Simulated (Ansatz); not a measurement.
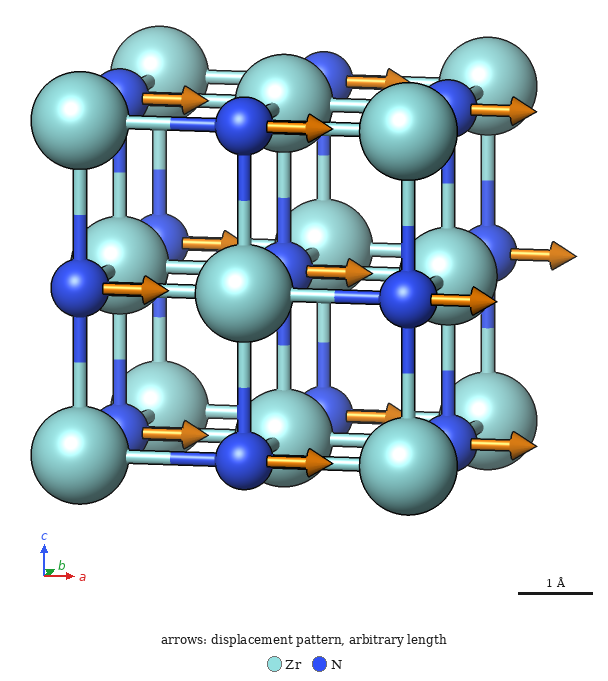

The lowest optical mode of crystalline ZrN relaxed at 1 GPa, space group Fm-3m (No. 225), at the zone centre. Displacements are drawn as orange arrows; their common scale and sign are arbitrary. The picture is a ball-and-stick view of the conventional cell (4 times the calculation's cell), seen slightly off an axis. Lengths and directions refer to the drawn axes.

These are results of DFT PBE, scalar-relativistic, plane waves, PAW (Ansatz 0.2.0), not measurements. (plane-wave cutoff 420 eV; k-point mesh 16 × 16 × 16; occupations fermi dirac; smearing width 0.15 eV; target pressure 1 GPa; no spin polarisation)

The frequencies depend somewhat on the k-mesh and the smearing.

Question: Is the structure stable against all modes at this point?

Answer: Yes: this softest mode has a real frequency, and so have all others here. That speaks for this wave vector alone: the rest of the zone wasn't checked in this run. This is the T₁u mode (triply degenerate; one member of the set is drawn) at 478 cm⁻¹, the only optical level, infrared-active by symmetry. The N sublattice moves against the Zr sublattice, along a; it stretches the shortest N–Zr bonds (2.29 Å); the kinetic energy is shared as N 87 %, Zr 13 %. The crystal is a metal, so free carriers screen the infrared response.
